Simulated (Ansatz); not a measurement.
Start from this file.

```
CELL_PARAMETERS angstrom
4.10001 0.00000 0.00000
0.00000 4.10001 0.00000
0.00000 0.00000 4.10001
ATOMIC_POSITIONS crystal
Ba 0.00000 0.00000 0.00000
Zr 0.50000 0.50000 0.50000
O 0.50000 0.00000 0.50000
O 0.50000 0.50000 0.00000
O 0.00000 0.50000 0.50000
```

Q: Work out the structure from the coordinates.

A: Chemical formula BaZrO3. The lattice is primitive cubic and the space group Pm-3m (No. 221). This arrangement goes by the name cubic perovskite. The cell comprises 1 formula unit: 1 Ba, 1 Zr, 3 O. The polyhedra are ZrO6 octahedra; they share corners. Ba is coordinated by twelve O in a cuboctahedral arrangement at 2.90 Å. Zr sits among six O in an octahedral arrangement at 2.05 Å. About every O there are four Ba and two Zr in a distorted octahedral arrangement (2.90 Å to Ba, 2.05 Å to Zr). The bonds build a three-dimensional framework.

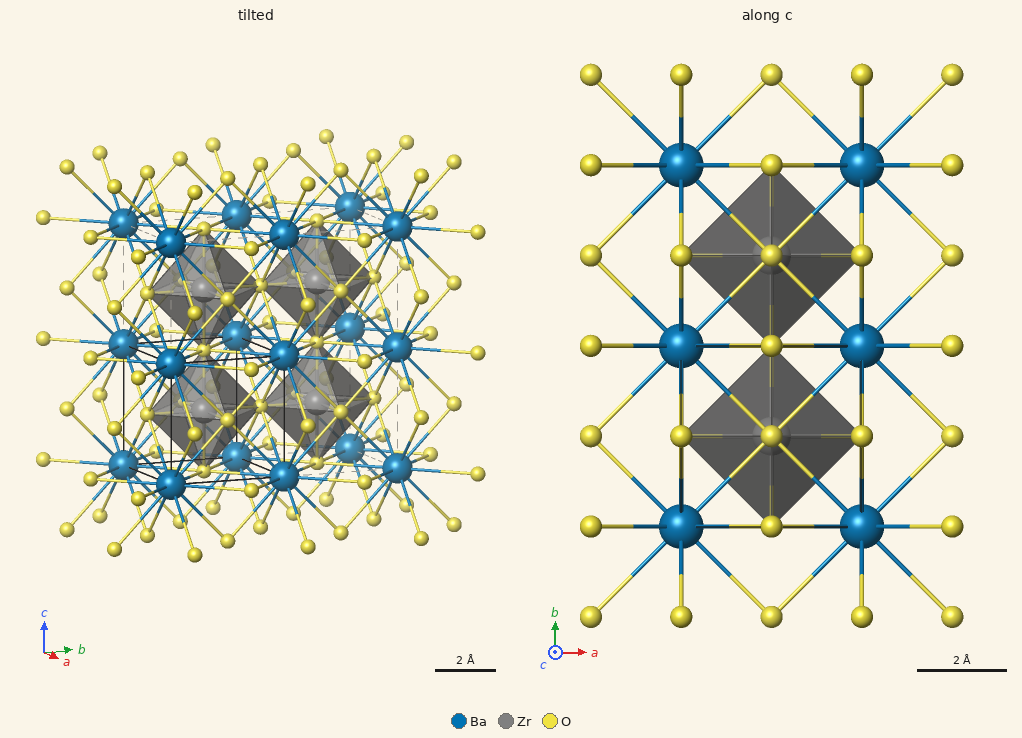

Polyhedral drawing of the structure, looking slightly off an axis and along the c axis. One conventional unit cell is drawn solid; the view covers 1×2×2 cells. Some neighbours outside the box are added.

The structure was taken from a structure listed in the Materials Project. The cell was then strained or its atoms displaced on purpose. Ansatz was used for an electronic-structure calculation on it.

At this level of theory the cell isn't at rest (compressed, at 17 GPa), so its distances can differ from those at equilibrium, the more so the softer the solid.
